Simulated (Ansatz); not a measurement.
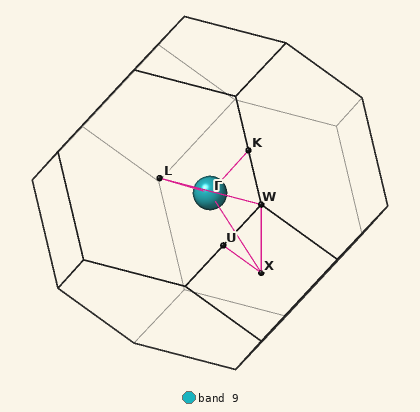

Constant-energy surfaces of RbBr in space group Fm-3m, 0.10 eV above the conduction-band minimum (one colour a band).

These are results of DFT PBE, scalar-relativistic, plane waves, PAW; levels and slopes on a dense k mesh at the converged density (Ansatz 0.2.0), not measurements. No spin polarisation. The levels come from a k mesh of 30×30×30 points. Unrelaxed database geometry.

Masses come from a second pass at points close to the extrema; at the energies drawn a band may no longer be parabolic.

Q: Where are the valleys, how many are there, and what are their masses?

A: Band 9 forms the conduction edge. Within this energy: one minimum at Γ, mass 0.37 mₑ in all directions.

Q: And the gap?

A: The gap is direct, 4.37 eV at this level of theory, which underestimates gaps and can reorder valleys that lie close.

Spin-orbit coupling, left out here, can change the gap, its kind, the place of the band edges and the masses, since the compound holds Rb and Br.

Time for the whole run: 42 s on 1 thread of Arm Neoverse V1, with other jobs on the host, peak memory 0.65 GiB.
